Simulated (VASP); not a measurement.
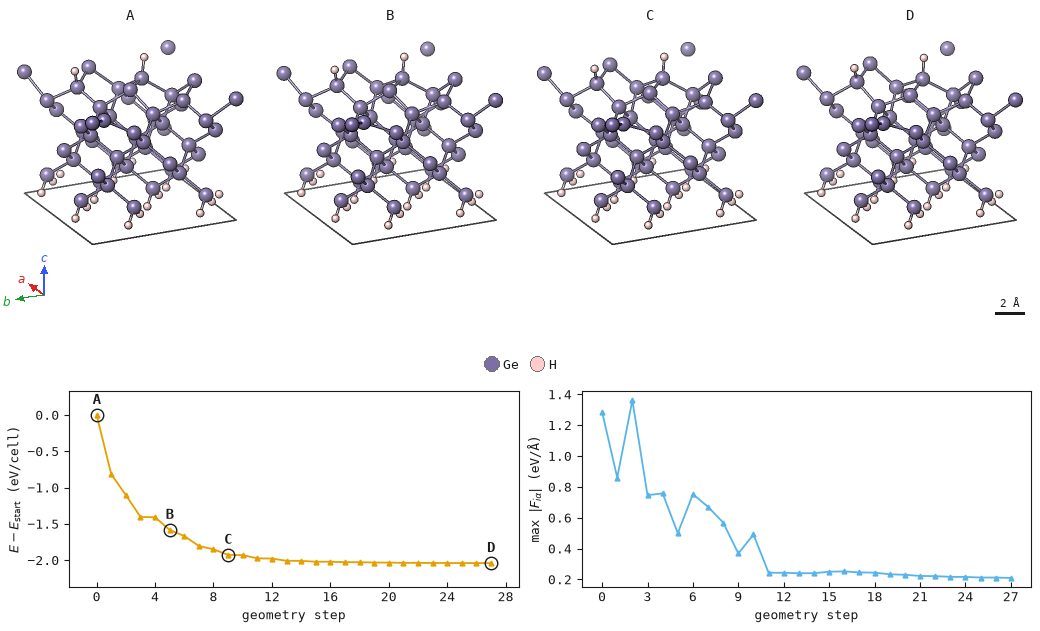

Frames of a relaxation of a slab of composition Ge₈H₃, marked on the history of the run. A ball-and-stick model of the cell of the calculation, outlined in the plane, without the vacuum (origin shifted), seen from a free direction.

The run lets the atoms move in a fixed cell. 24 atoms are held fixed.

All numbers below come from Kohn-Sham DFT of a periodic cell, PBE with D3(BJ), VASP PAW PBE potentials, recommended (VASP 6.6.1).

The input:
```
PREC     = Accurate       # precision mode
ENCUT    = 400            # plane-wave cutoff, eV
EDIFF    = 1E-6           # SCF threshold, eV
ISMEAR   = 0              # smearing method
SIGMA    = 0.05           # smearing width, eV
LREAL    = Auto         
LASPH    = T              # aspherical terms in the spheres
NELM     = 100            # most SCF steps
ALGO     = Fast           # electronic algorithm
ISIF     = 2              # what is computed and relaxed
LWAVE    = F              # write WAVECAR
LCHARG   = F              # write CHGCAR
GGA      = PE             # functional
IVDW     = 12             # dispersion correction
IBRION   = 2              # ionic algorithm
NSW      = 120            # ionic steps
EDIFFG   = -0.03          # ionic threshold
ISYM     = 0            
NCORE    = 4
```

Launched with:
```bash
cat potpaw_PBE.64/Ge_d/POTCAR potpaw_PBE.64/H/POTCAR > POTCAR
mpirun -np 8 vasp_gam > vasp.out
```

**Describe the path.**

A Ge atom moves most: 0.49 Å at 14° to the normal (−c side). Largest moves by element: Ge 0.49 Å, H 0.35 Å. The cell stays as it was. Among the contacts that change: Ge–Ge 2.708 → 2.507 Å, Ge–Ge 2.708 → 2.532 Å, Ge–Ge 2.505 → 2.625 Å, Ge–Ge 2.450 → 2.567 Å. Bond angles that change, for instance: Ge–Ge–Ge 105.0° → 121.9°, Ge–Ge–H 95.1° → 110.3°, Ge–Ge–Ge 105.0° → 119.6°. After 27 geometry steps the energy has fallen by 2.039 eV per cell of the calculation. Largest force component: 1.3 eV/Å at the start, 0.21 eV/Å at the end. From step 0 to 5: Ge atoms move most (0.20 Å), energy −1.582 eV per cell of the calculation. From step 5 to 9: a Ge atom moves most (0.26 Å), energy −0.344 eV per cell of the calculation. From step 9 to 27: a Ge atom moves most (0.19 Å), energy −0.113 eV per cell of the calculation.

```
step  E − E(0), meV/atom  largest force component, eV/Å
   0                0.00                         1.2871
   1              -12.35                         0.8611
   2              -16.70                         1.3626
   3              -21.26                         0.7466
   4              -21.33                         0.7586
   5              -23.97                         0.5004
   6              -25.25                         0.7525
   7              -27.32                         0.6711
   8              -28.01                         0.5689
   9              -29.19                         0.3686
  10              -29.23                         0.4917
  11              -29.90                         0.2436
  12              -29.95                         0.2436
  13              -30.41                         0.2407
  14              -30.43                         0.2407
  15              -30.60                         0.2504
  16              -30.61                         0.2525
  17              -30.70                         0.2459
  18              -30.70                         0.2443
  19              -30.78                         0.2338
  20              -30.79                         0.2304
  21              -30.84                         0.2229
  22              -30.84                         0.2217
  23              -30.87                         0.2174
  24              -30.87                         0.2163
  25              -30.89                         0.2127
  26              -30.89                         0.2125
  27              -30.90                         0.2099
```
